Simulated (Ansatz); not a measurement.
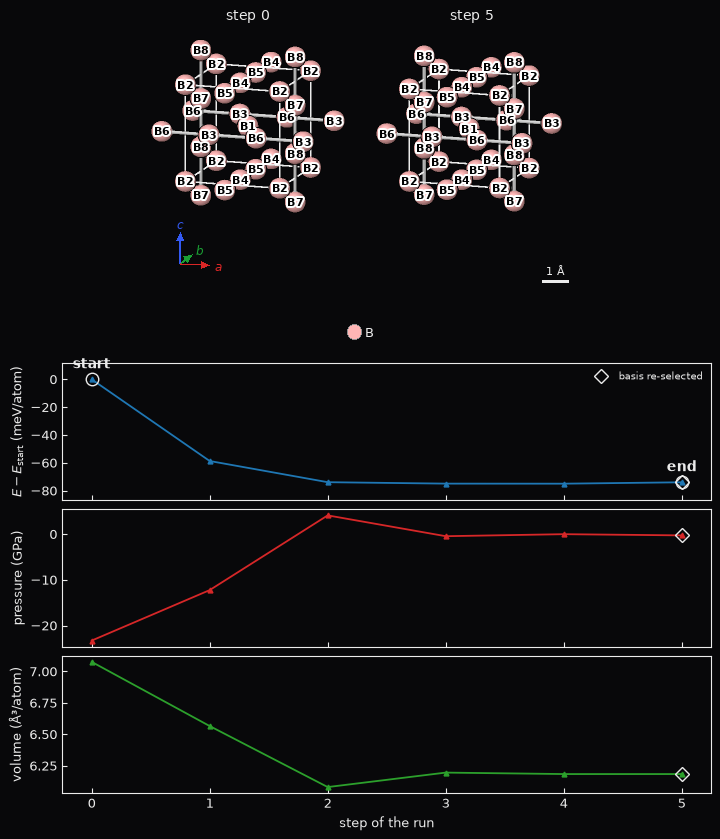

First and last geometry of a relaxation of crystalline B (built on the beta-tungsten (A15)_223 type) (coarse preliminary run), with the history of the run. Style: ball-and-stick. Shown: the cell of the calculation, slightly off an axis.

Case: beta-tungsten (A15) type (Pm-3n, No. 223).

Theory: DFT PBE, scalar-relativistic, plane waves, PAW (Ansatz).

The input:
```yaml
crystal:
  lattice:
    - [3.8397621299, 0.0, 0.0]
    - [0.0, 3.8397621299, 0.0]
    - [0.0, 0.0, 3.8397621299]
  atoms:
    - { symbol: B, position: [0.5, 0.5, 0.5] }
    - { symbol: B, position: [0.0, 0.0, 0.0] }
    - { symbol: B, position: [0.25, 0.0, 0.5] }
    - { symbol: B, position: [0.5, 0.25, 0.0] }
    - { symbol: B, position: [0.5, 0.75, 0.0] }
    - { symbol: B, position: [0.75, 0.0, 0.5] }
    - { symbol: B, position: [0.0, 0.5, 0.75] }
    - { symbol: B, position: [0.0, 0.5, 0.25] }
basis:
  ecutwfc: 420
kpoints:
  mp_grid: { grid: [4, 4, 4] }
hamiltonian:
  xc: pbe
scf:
  occupations: { method: gaussian, width: 0.1 }
  lower_state_search: "off"
output:
  forces: true
  stress: true
  eigenvalues: true
relax:
  adjacent_minimum: "off"
  f_tol: 0.04
  max_steps: 70
  cell: { stress_tol: 0.4 }
```

Did the run converge, and what did it change?

Answer. It converged. The energy falls by 74.0 meV per atom in 4 accepted moves (5 points after the start). All forces vanish by symmetry, so only the cell relaxes. Pressure: −23.28 GPa at the start and −0.27 GPa at the end. The SCF was repeated once at an unchanged geometry on a basis and grid sized afresh for the cell, which shifted the energy by 1.0 meV per atom at most. The atoms keep their places relative to the cell (all moves are under 0.005 Å). Cell: a = b = c 3.840 → 3.671 Å (−4.4 %). Volume −12.6 %. Among the contacts that change: B3–B6 1.920 → 1.836 Å. The space group stays Pm-3n (No. 223). The run took roughly 4 core-seconds on a shared host.

Limits of the set-up: the k-point mesh is coarse for a cell with partly filled bands.
